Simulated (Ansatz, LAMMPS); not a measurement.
**Relaxing glassy 79SiO2-7BaO-7CaO-7Na2O (mol %) (166 atoms)**

How does glassy 79SiO2-7BaO-7CaO-7Na2O (mol %) (166 atoms) relax, and what do bonds, charges and levels look like afterwards?

Calculated with Ansatz 0.2.0; Kohn-Sham DFT, PBE, PAW (set soft_2), plane waves.

**1. The starting structure**

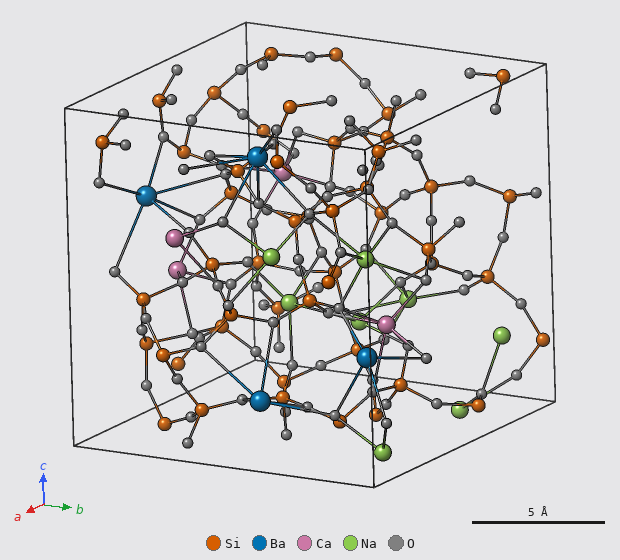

The cell as given, slightly off an axis (silicon orange, barium blue, calcium pink, sodium green, oxygen grey). Bonds to atoms that aren't drawn are left out. Some periodic images of atoms are drawn too.

The cell holds 166 atoms: 46 Si, 4 Ba, 4 Ca, 8 Na and 104 O. Its edges and angles: a = 13.295 Å, b = 13.295 Å, c = 13.295 Å, α = 90.0°, β = 90.0°, γ = 90.0°. 166 atoms (46 Si, 4 Ba, 4 Ca, 8 Na, 104 O) placed at random at 2.6 g/cm³, melted at 4000 K for 10 ps at fixed volume with the Morse and Coulomb pair potential with partial charges (Pedone, Malavasi, Menziani, Cormack and Segre, J. Phys. Chem. B 110, 11780 (2006)). Quenched from 4000 K to 300 K at 50 K/ps and fixed volume, held 10 ps at zero pressure.

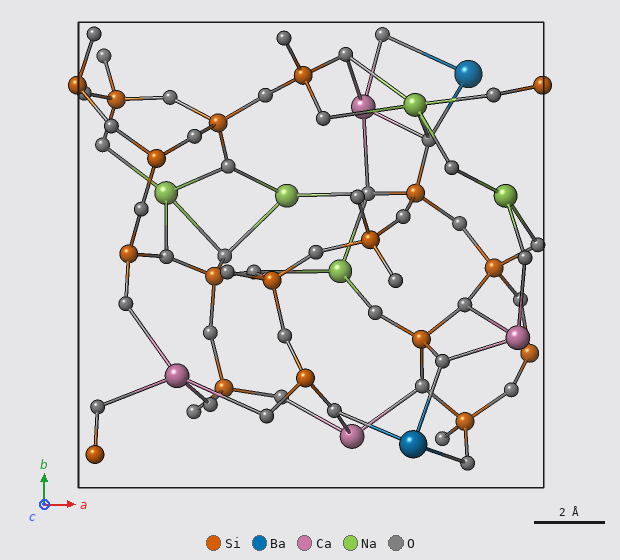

A slice 6 Å thick through the middle of the cell.

What the set-up can't give: The quench rate of 50 K/ps far exceeds what a furnace or splat quench reaches, so expect more defects and frozen-in strain than in a real sample. The network of bonds at the start is that of the classical potential that made the cell. The Brillouin zone is sampled at Γ only, in a cell whose shortest periodic width is 13 Å. The levels lack spin–orbit coupling, which is large for the heavy elements here.

**2. Single point at the start**

A single point comes first, to see the forces before anything moves.

input.yaml reads:

```yaml
crystal:
  lattice:
    - [13.29459, 0.0, 0.0]
    - [0.0, 13.29459, 0.0]
    - [0.0, 0.0, 13.29459]
  atoms:
    - { symbol: Si, position: [0.41633, 0.44553, 0.58535] }
    - { symbol: Si, position: [0.40864, 0.65011, 0.02211] }
    - { symbol: Si, position: [0.16787, 0.70759, 0.64338] }
    - { symbol: Si, position: [0.39479, 0.33727, 0.07763] }
    [... 156 atom lines left out ...]
    - { symbol: O, position: [0.93225, 0.33972, 0.03338] }
    - { symbol: O, position: [0.8898, 0.2845, 0.20568] }
    - { symbol: O, position: [0.04129, 0.17339, 0.64463] }
    - { symbol: O, position: [0.43663, 0.19457, 0.35959] }
    - { symbol: O, position: [0.9149, 0.9952, 0.16796] }
    - { symbol: O, position: [0.50481, 0.91315, 0.11182] }
kpoints:
  mp_grid: { grid: [1, 1, 1] }
hamiltonian:
  xc: pbe
scf:
  occupations: { method: gaussian, width: 0.025 }
output:
  forces: true
  stress: true
  populations: intrinsic
  dos:
    method: { smearing: { sigma: 0.1 } }
    de: 0.1
    projected: { site_lists: { Ba: [Ba], Ca: [Ca], Na: [Na], O: [O], Si: [Si] } }
  eigenvalues: true
```

On the command line:

```console
> ansatz run input.yaml --threads 4 --pin off --max-ram 8192MiB --backend cpu --events-out ev --progress --plain --runs-dir out
```

It took 70 s on 4 threads of Arm Neoverse V2, shared host; peak memory 3.9 GiB; 4.5 min of CPU time.

The run gave:

```yaml
free_energy: -131391.5015 eV
free_energy_per_atom: -791.5151 eV/atom
scf_cycles: 9
pressure: 5.879 GPa
r_m_s_force_component: 1.329 eV/Å
longest_force: 4.644 eV/Å
fermi_energy: 5.834 eV
spacing_of_highest_filled_and_lowest_empty_level: 3.188 eV
```

The r.m.s. force component of 1.3 eV/Å and the pressure of 5.9 GPa set the starting point.

Length of the force by element:

| element | coordination | atoms | mean length of the force (eV/Å) | spread | least | most |
| --- | --- | --- | --- | --- | --- | --- |
| Ba | all | 4 | 1.23 | 0.354 | 0.792 | 1.64 |
| Ca | all | 4 | 0.921 | 0.625 | 0.546 | 2.00 |
| Na | all | 8 | 0.667 | 0.408 | 0.159 | 1.65 |
| O | all | 104 | 1.90 | 0.898 | 0.488 | 4.64 |
| Si | all | 46 | 2.80 | 0.972 | 1.02 | 4.62 |

**3. Relaxation**

The atoms are relaxed in the fixed cell, aiming at the force tolerance of the input.

input.yaml, the sections that differ from step 2:

```yaml
output:
  forces: true
relax:
  f_tol: 0.03
  max_steps: 121
# crystal, kpoints, hamiltonian, scf: as in step 2
```

Elapsed: 12 min, on 4 threads; peak memory 3.8 GiB; 49 min of CPU time.

Relaxation path (22 of 25):

```csv
step,energy less that of the first step (eV),largest force component (eV/Å)
1,0.0000,3.7950
2,-6.4765,2.5033
3,-11.4440,1.1516
4,-12.4634,0.7280
6,-13.8425,0.6384
7,-14.1590,0.6100
8,-14.4241,0.7469
9,-14.6771,0.6435
10,-14.7857,0.5026
11,-14.8798,0.4224
12,-14.9539,0.1443
14,-15.0046,0.1008
15,-15.0189,0.1035
16,-15.0308,0.0724
17,-15.0428,0.0742
18,-15.0517,0.0755
19,-15.0594,0.0540
20,-15.0645,0.0510
22,-15.0714,0.0527
23,-15.0735,0.0509
24,-15.0572,0.2848
25,-15.0762,0.0255
```

Relaxation step 24 was tried and not accepted.

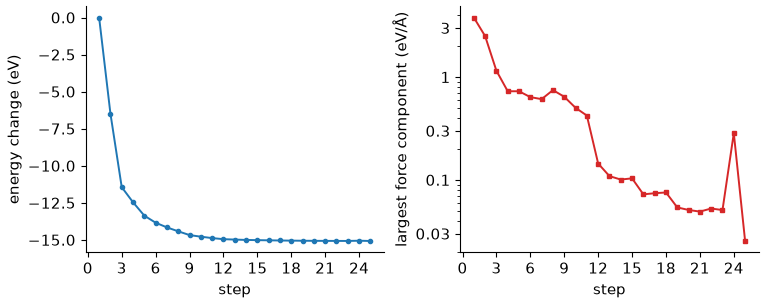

Energy and largest force along the relaxation.

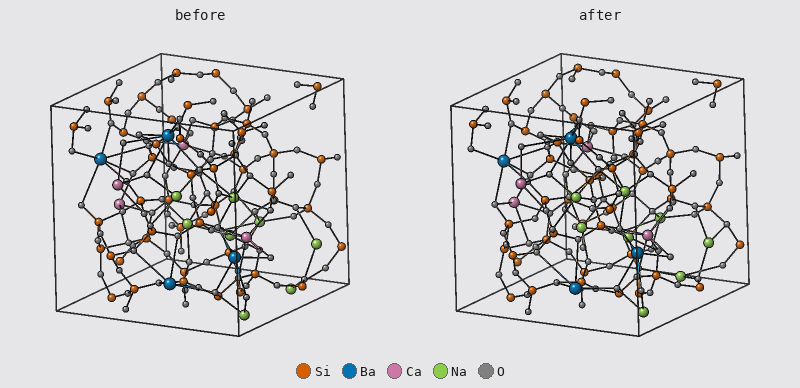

Before and after, at one scale. Bonds to atoms that aren't drawn are left out.

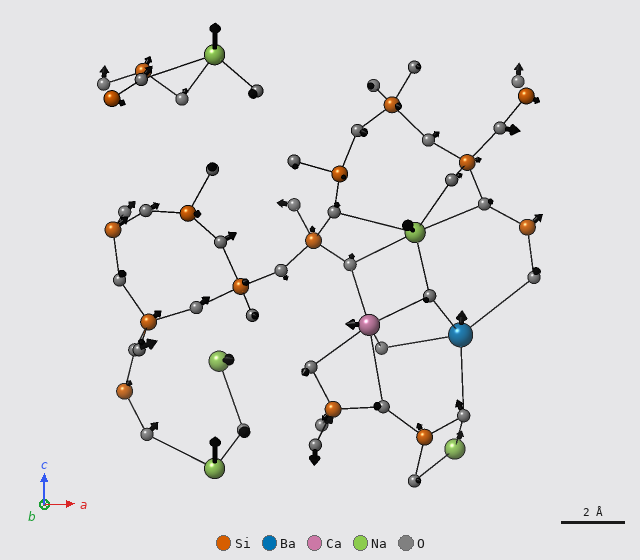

Displacements in the relaxation, exaggerated; the longest in the cell stands for 1.04 Å. Drawn is a slice 4 Å thick, seen along the normal of the ac plane. Bonds to atoms that aren't drawn are left out.

The atoms that moved most (Å):

```csv
atom,dx,dy,dz,length
Na60,-0.039,-0.754,0.722,1.045
O81,-0.858,0.460,-0.112,0.980
O107,-0.163,0.799,-0.400,0.908
Na56,-0.241,-0.773,0.248,0.847
Si34,-0.467,0.453,-0.196,0.680
O116,0.135,0.611,0.259,0.677
O137,-0.264,0.434,-0.267,0.574
O104,-0.516,-0.093,-0.229,0.572
```

The relaxation changed the energy by -90.8 meV/atom, and atoms moved by 0.32 Å r.m.s., 1.0 Å at most.

**4. Structure statistics after relaxation**

Bonds before and after, by the cutoffs listed below:

| pair | bonds before | bonds after | mean before (Å) | mean after (Å) | spread before (Å) | spread after (Å) |
| --- | --- | --- | --- | --- | --- | --- |
| O-Si | 184 | 185 | 1.615 | 1.640 | 0.052 | 0.035 |
| O-Na | 37 | 39 | 2.474 | 2.452 | 0.199 | 0.169 |
| O-Ba | 29 | 22 | 2.940 | 2.778 | 0.168 | 0.179 |

Density 2.72 g/cm³, 14.16 Å³ an atom.

g(r), total and by pair (bins of 0.2 Å):

```
r (Å)  total   O-O   O-Si  O-Na  O-Ba  O-Ca  Si-Si
 1.50   0.49  0.00   1.42  0.00  0.00  0.00   0.00
 1.70   4.16  0.00  12.01  0.00  0.00  0.00   0.00
 1.90   0.02  0.00   0.06  0.00  0.00  0.00   0.00
 2.10   0.06  0.00   0.00  0.47  0.00  0.97   0.00
 2.30   0.30  0.00   0.00  3.18  0.00  3.42   0.00
 2.50   0.83  1.38   0.00  2.50  1.42  2.91   0.00
 2.70   2.17  5.08   0.00  1.11  2.74  0.90   0.00
 2.90   0.54  0.69   0.05  0.53  1.37  0.53   1.25
 3.10   0.99  0.72   0.30  0.93  0.96  0.24   5.39
 3.30   0.76  0.63   0.66  0.74  0.80  0.84   0.84
 3.50   0.80  0.53   1.01  1.10  1.10  0.54   0.00
 3.70   0.94  0.53   1.48  0.57  1.16  0.51   0.19
 3.90   1.06  0.94   1.44  0.96  0.74  1.05   0.23
 4.10   1.17  0.73   1.98  0.87  0.94  0.66   0.42
 4.30   1.23  0.85   1.64  1.39  0.98  1.10   1.19
 4.50   0.87  0.85   0.77  0.67  1.00  0.90   1.39
 4.70   1.04  1.12   0.76  1.73  1.02  1.92   1.16
 4.90   1.15  1.55   0.73  1.36  0.94  1.60   1.07
 5.10   1.15  1.53   0.79  1.21  1.11  1.04   1.19
 5.30   1.02  1.29   0.75  0.64  1.29  0.80   1.46
 5.50   0.85  0.79   0.87  0.85  0.82  0.60   1.26
 5.70   0.86  0.70   1.02  0.52  1.03  0.56   1.18
 5.90   0.96  0.85   1.09  0.85  1.24  0.90   0.89
 6.10   0.98  0.89   1.13  0.79  0.96  1.03   0.59
 6.30   1.00  0.87   1.19  0.96  0.80  1.18   0.65
 6.50   1.04  0.93   1.22  1.15  0.69  0.84   0.77
```

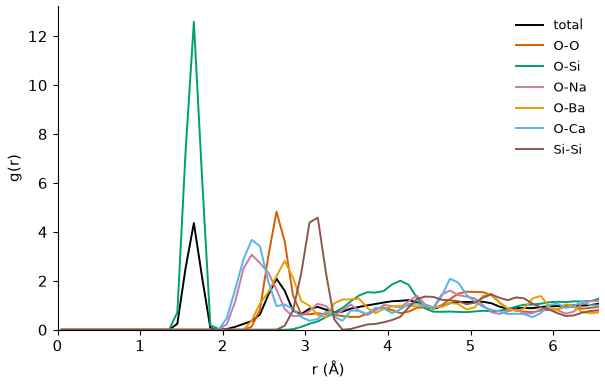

Pair distribution functions, lightly smoothed.

Bonds by pair of elements; cutoffs follow the first minimum of g(r), held within bounds set by covalent radii, and pairs that aren't listed don't count as bonded:

```
pair A-B  cutoff (Å)  bonds  mean length (Å)  spread (Å)  shortest (Å)  B about A  A about B
    O-Si        2.12    185             1.64       0.035          1.56       1.78       4.02
    O-Na        2.88     39             2.45       0.169          2.18      0.375       4.88
    O-Ba        3.29     22             2.78       0.179          2.45      0.212        5.5
    O-Ca        2.83     21             2.42       0.178          2.15      0.202       5.25
```

The cutoff for O-Ca falls short of the minimum of g(r), so counts run low and odd coordinations can be artefacts.

How many atoms have how many bonded neighbours:

| element | mean | 2 | 3 | 4 | 5 | 6 |
| --- | --- | --- | --- | --- | --- | --- |
| Ba | 5.5 | 0 | 0 | 0 | 2 | 2 |
| Ca | 5.25 | 0 | 0 | 1 | 1 | 2 |
| Na | 4.88 | 0 | 0 | 2 | 5 | 1 |
| O | 2.57 | 55 | 39 | 10 | 0 | 0 |
| Si | 4.02 | 0 | 0 | 45 | 1 | 0 |

Bond angles (no mean is given where the spread exceeds 20°):

```
  angle  count  mean (°)  spread (°)
 O-Si-O    280       109         7.1
Si-O-Si     81       142        11.6
 O-Na-O     77         -           -
Na-O-Si     62       107        18.9
 O-Ba-O     50         -           -
```

Oxygen atoms by the number of network formers (Si, P, Ge, B, Al, As, Ga) bound to them:

```csv
network formers bound to O,O atoms,per cent
0,0,0
1,23,22.1
2,81,77.9
```

Network units: each former by its oxygen neighbours and how many of them bridge to another former:

```
former  O neighbours  bridging O  atoms
    Si             4           2      1
    Si             4           3     21
    Si             4           4     23
    Si             5           5      1
```

Bond length by coordination (bonds to H left out):

```
element  coordination  atoms  mean bond length (Å)
     Ba             5      2                  2.77
     Ba             6      2                  2.79
     Ca             4      1                  2.31
     Ca             5      1                  2.36
     Ca             6      2                  2.49
     Na             4      2                  2.41
     Na             5      5                  2.46
     Na             6      1                  2.48
      O             2     55                  1.66
      O             3     39                  2.04
      O             4     10                  2.25
     Si             4     45                  1.64
     Si             5      1                  1.73
```

Rings of the network by King's shortest-path rule, up to 12 atoms, one path for each pair of neighbours; H, halogens, alkali and alkaline-earth atoms are left out, and the last column divides by all other atoms, bonded or not:

```
ring size (atoms)  rings  per network atom
                8      7             0.047
               10     13             0.087
               12      9              0.06
```

First main peaks of g(r), for some of the pairs, lie near 2.7 Å (O-O), 1.6 Å (O-Si), 2.3 Å (O-Na), 2.8 Å (O-Ba), 2.3 Å (O-Ca) and 3.1 Å (Si-Si). The O-Si-O angle averages 109° with a spread of 7°. 78 % of the oxygens bridge two formers (Si) and 22 % are non-bridging. The commonest Si unit has 4 oxygens, 4 of them shared with other formers (23 of 46 atoms). Rings of 10 atoms are the most common (45 % of those counted); sizes run from 8 to 12, where the search stops.

**5. Single point at the relaxed geometry**

The electronic structure is read at the final geometry, in a run of its own.

input.yaml reads:

```yaml
crystal:
  lattice:
    - [13.29459, 0.0, 0.0]
    - [0.0, 13.29459, 0.0]
    - [0.0, 0.0, 13.29459]
  atoms:
    - { symbol: Si, position: [0.41558, 0.44238, 0.56747] }
    - { symbol: Si, position: [0.41205, 0.64715, 0.01713] }
    - { symbol: Si, position: [0.17973, 0.69767, 0.64335] }
    - { symbol: Si, position: [0.39011, 0.3351, 0.0753] }
    [... 156 atom lines left out ...]
    - { symbol: O, position: [0.9328, 0.35371, 0.02303] }
    - { symbol: O, position: [0.89693, 0.26801, 0.19328] }
    - { symbol: O, position: [0.02809, 0.18689, 0.65228] }
    - { symbol: O, position: [0.41422, 0.16883, 0.34813] }
    - { symbol: O, position: [0.92055, 0.97125, 0.19858] }
    - { symbol: O, position: [0.52002, 0.92633, 0.12076] }
kpoints:
  mp_grid: { grid: [1, 1, 1] }
hamiltonian:
  xc: pbe
scf:
  occupations: { method: gaussian, width: 0.025 }
output:
  forces: true
  stress: true
  populations: true
  dos:
    method: { smearing: { sigma: 0.08 } }
    de: 0.1
    projected: { site_lists: { Ba: [Ba], Ca: [Ca], Na: [Na], O: [O], Si: [Si] } }
  eigenvalues: true
  write_density: true
  write_potential: true
  volumetric_format: npy
  elf: true
```

The job ended after 73 s (4 threads; peak memory 3.9 GiB; 4.8 min of CPU time).

Read from the output:

| Property | Result |
| --- | --- |
| free energy | -131406.5776 eV |
| free energy per atom | -791.6059 eV/atom |
| SCF cycles | 9 |
| pressure | 0.5378 GPa |
| r.m.s. force component | 0.00671 eV/Å |
| longest force | 0.03228 eV/Å |
| Fermi energy | 5.708 eV |
| gap (highest filled to lowest empty level) | 3.744 eV |
| spilling of the projection | 0.01282 |

Löwdin charges by element (they lack the spilled electrons, 0.074 e an atom on average):

```csv
element,coordination,atoms,mean charge (e),spread,least,most
Ba,all,4,1.86,0.006,1.85,1.87
Ca,all,4,1.78,0.0075,1.77,1.79
Na,all,8,0.807,0.0137,0.787,0.832
O,all,104,-0.841,0.0793,-1.05,-0.769
Si,all,46,1.71,0.0558,1.58,1.79
```

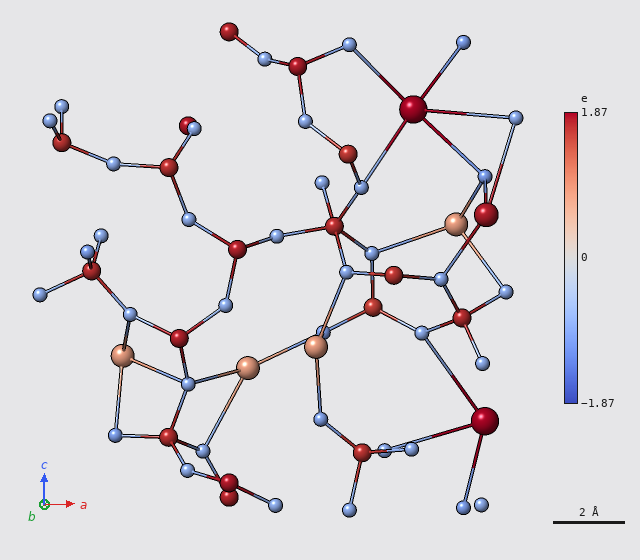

Atoms coloured by Löwdin charge. Drawn is a slice 4 Å thick, seen along the normal of the ac plane. Bonds to atoms that aren't drawn are left out.

States in the cell by windows of 1 eV, zero at the Fermi level; the larger projections on atomic orbitals stand beside the total:

| from (eV) | to (eV) | total | O p | Si p |
| --- | --- | --- | --- | --- |
| -18 | -17 | 8.4 | 0.2 | 1.1 |
| -17 | -14 | 0.0 | 0.0 | 0.0 |
| -14 | -13 | 4.5 | 0.2 | 0.0 |
| -13 | -12 | 22.1 | 2.6 | 0.2 |
| -12 | -11 | 23.0 | 15.1 | 1.2 |
| -11 | -10 | 24.9 | 16.9 | 2.1 |
| -10 | -9 | 31.7 | 22.8 | 4.4 |
| -9 | -8 | 54.7 | 41.9 | 10.7 |
| -8 | -7 | 27.3 | 21.2 | 4.9 |
| -7 | -6 | 68.5 | 55.5 | 6.9 |
| -6 | -5 | 112.8 | 99.8 | 6.0 |
| -5 | -4 | 123.9 | 114.8 | 3.4 |
| -4 | -3 | 93.9 | 88.8 | 1.6 |
| -3 | -2 | 53.9 | 50.7 | 1.3 |
| -2 | -1 | 6.9 | 6.4 | 0.3 |
| -1 | 1 | 0.0 | 0.0 | 0.0 |
| 1 | 2 | 1.9 | 0.0 | 0.1 |
| 2 | 3 | 3.1 | 0.2 | 0.3 |
| 3 | 4 | 29.0 | 1.9 | 4.0 |
| 4 | 5 | 58.1 | 3.9 | 10.7 |

The curve was stored every 0.10 eV, coarse against its broadening of 0.08 eV, so these counts are rough.

Between -26 and -18 eV lie 272 more states.

About 32 of the 960 electrons lie in deeper levels, below the stored range.

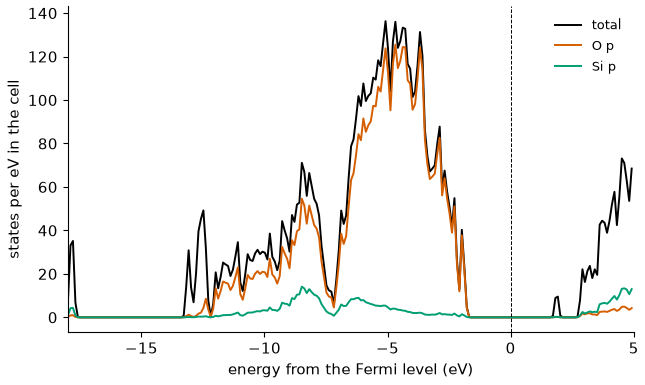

Total and projected density of states, with the broadening of the input.

The levels nearest the highest filled one (over half full), pooled over k-points and spins:

```csv
level less the highest filled one (eV),occupation
-0.376,2
-0.346,2
-0.111,2
-0.110,2
-0.102,2
0,2
3.74,0
4.76,0
4.83,0
4.97,0
5.05,0
5.13,0
```

Mean Löwdin charges: Ba +1.86, Ca +1.78, Na +0.81, O -0.84, Si +1.71 e (they miss 1.3 % of the electrons, so they add up to more than the cell's charge).

**6. Outcome**

```
energy change in the relaxation                  : -90.82 meV/atom
r.m.s. displacement                              : 0.32 Å
largest displacement                             : 1.045 Å
free energy per atom                             : -791.6059 eV/atom
pressure                                         : 0.5378 GPa
r.m.s. force component                           : 0.00671 eV/Å
gap (highest filled to lowest empty level) : 3.744 eV
wall time of the 3 DFT runs                      : 15 min
```

In words: Relaxation lowers the energy by 90.8 meV/atom and moves atoms by 0.32 Å r.m.s.; the r.m.s. force component goes from 1.3 to 0.0067 eV/Å, the pressure goes from 5.9 to 0.54 GPa, and the gap from 3.19 to 3.74 eV. From the first step to the last the energy fell by 15.076 eV, and the largest move was 1.04 Å (Na60). The O-Ba bonds change most in mean length: from 2.940 Å (spread 0.168) to 2.778 Å (spread 0.179), and their number from 29 to 22. 78 % of the oxygens bridge two formers (Si) and 22 % are non-bridging. The highest filled and lowest empty levels differ by 3.74 eV (at Γ alone); a semilocal functional tends to put such gaps too low. In a disordered cell it changes from sample to sample, and tail or defect levels can set it.

Caveats: The starting topology of bonds comes from the classical model; in DFT atoms moved by 0.32 Å r.m.s.

[Logs are printed without paths, hosts, clocks, repeated set-up lines and the standing remarks that a program may print on its own settings, such as how far it seeks lower states.]

[Hosts, paths, dates, database ids (printed as entryN), source tags and the programs' standing remarks are cut or masked in the printed files.]
